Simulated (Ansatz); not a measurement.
System: HfS₂, space group P-3m1 (No. 164).

Structure:
```
CELL_PARAMETERS angstrom
3.63966 0.00000 0.00000
-1.81983 3.15204 0.00000
0.00000 0.00000 6.05556
ATOMIC_POSITIONS crystal
Hf 0.00000 0.00000 0.00000
S 0.66667 0.33333 0.76395
S 0.33333 0.66667 0.23605
```

Method: deformation of a crystal at fixed volume, lengths along the axis scaled against those across it, fractional coordinates fixed, by plane-wave density functional theory with PAW datasets, free energies less that of the undisturbed cell; scalar-relativistic (Ansatz 0.2.0). Level: LDA, no spin polarisation.

```tsv
setting	value
wave cutoff	420 eV
k mesh	9×9×6
occupations	Gaussian
smearing width	0.05 eV
k shift	(0, 0, 0) (mesh steps)
start	as given
path	axial
axis direction	(0, 0, 1) (Cartesian unit vector)
```

What does the calculation give for the energy change against relative axial ratio? The relative axial ratio takes the values 0.85, 0.92, 1.00, 1.10, 1.20.

The energy change is 103 meV/atom at relative axial ratio 0.85 and 98 meV/atom at 1.20; the lowest computed point is at relative axial ratio 1.00 (0 meV/atom), and no other minimum shows.

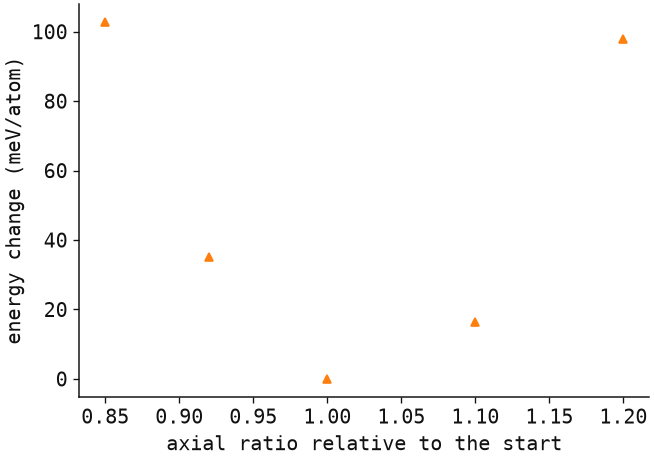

Caveats: gap closes along the scan on a mesh chosen for the insulator; odd k mesh can miss points on the zone edge; reference crystal is not relaxed; shape and atomic fractions are frozen while scaling, which makes layered, chain and framework solids too stiff.
